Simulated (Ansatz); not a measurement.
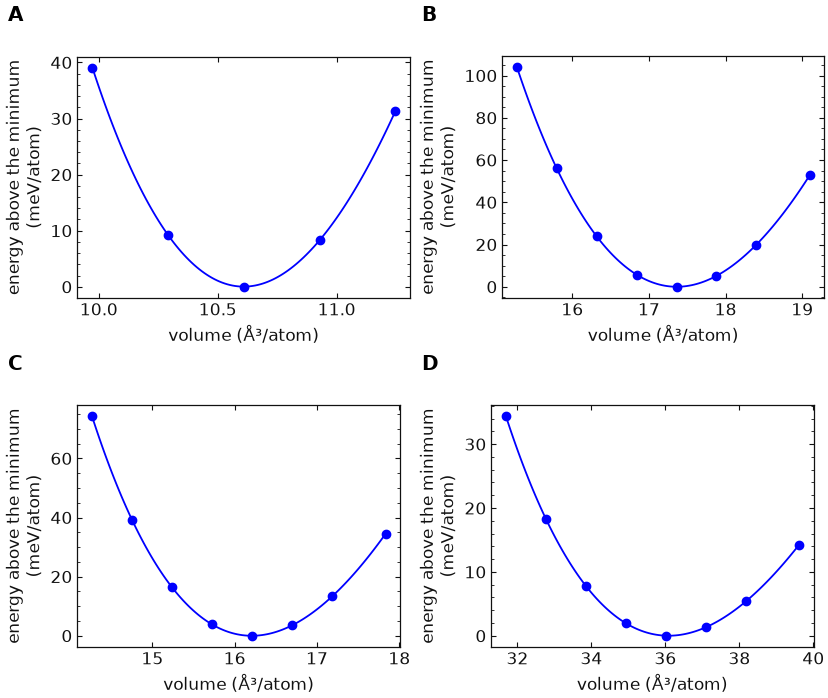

Each panel shows the energy above the minimum against volume for one of these solids: Al, Im-3m (No. 229); IrO₂, P4_2/mnm (No. 136); KBr, Fm-3m (No. 225); Ti, Fm-3m (No. 225).

How it was computed, with Ansatz 0.2.0: third-order Birch-Murnaghan fit to density functional energies at scaled volumes of the given relaxed cell, shape and atoms relaxed at each volume; energies count from the fitted minimum; plane waves with PAW datasets, Γ-centred k mesh. Level: r2SCAN, no spin polarisation.

Match the panels to the solids.

A is IrO₂ (energy above the minimum from 0.0 meV/atom to 39.0 meV/atom, V0 10.61 Å³/atom, B0 292 GPa); B is Ti (energy above the minimum from 0.0 meV/atom to 104.0 meV/atom, V0 17.36 Å³/atom, B0 112 GPa); C is Al (energy above the minimum from 0.0 meV/atom to 74.3 meV/atom, V0 16.21 Å³/atom, B0 80.9 GPa); D is KBr (energy above the minimum from 0.0 meV/atom to 34.4 meV/atom, V0 36.09 Å³/atom, B0 15.9 GPa).

For IrO₂, limits of the calculation: no spin polarisation, a magnetic state may lie lower.
